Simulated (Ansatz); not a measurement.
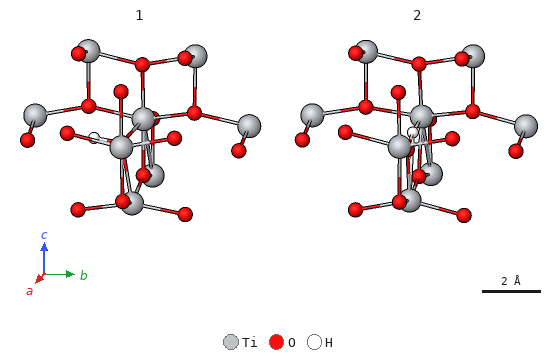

Two geometries of a defect cell of composition Ti₃₆O₇₂H (cell charge +1), drawn at one scale. One is the start of a relaxation, the other its converged end. A ball-and-stick model of the atoms within 4.2 Å of the atom that moves most (axes of the cell of the calculation (origin shifted)), seen slightly off an axis.

Theory: Ansatz 0.2.0, DFT, PBEsol, PAW, plane waves. (plane-wave cutoff 420 eV; k-point mesh 1 × 1 × 1; mesh shifted by (0.25, 0.25, 0.25); no spin polarisation; atoms relaxed in a fixed cell; force threshold 0.03 eV/Å; at most 80 steps)

Question: Which one is relaxed?

Answer: Structure 1 is the relaxed one. The largest move is that of the H atom, 1.57 Å along [2 −3 0]. Largest moves by element: H 1.57 Å, O 0.52 Å, Ti 0.25 Å. The cell doesn't change. Some distances before and after: H–Ti 1.324 → 2.431 Å, O–Ti 2.672 → 2.070 Å, O–Ti 1.593 → 2.071 Å, H–O 1.351 → 0.990 Å. New bonds form, among them: O–Ti (2.67 → 2.07 Å). Bonds break, among them: H–Ti (1.32 → 2.43 Å). Among the angles between lasting bonds that change: Ti–O–Ti 118.0° → 98.0°, O–Ti–O 158.9° → 173.5°, Ti–Ti–O 158.6° → 146.6°. After 15 geometry steps the energy has fallen by 9.257 eV per cell of the calculation. Largest force component: 14 eV/Å at the start, 0.016 eV/Å at the end.

Limits of the set-up: the cell is charged, on a uniform background, and energies carry no finite-size correction.
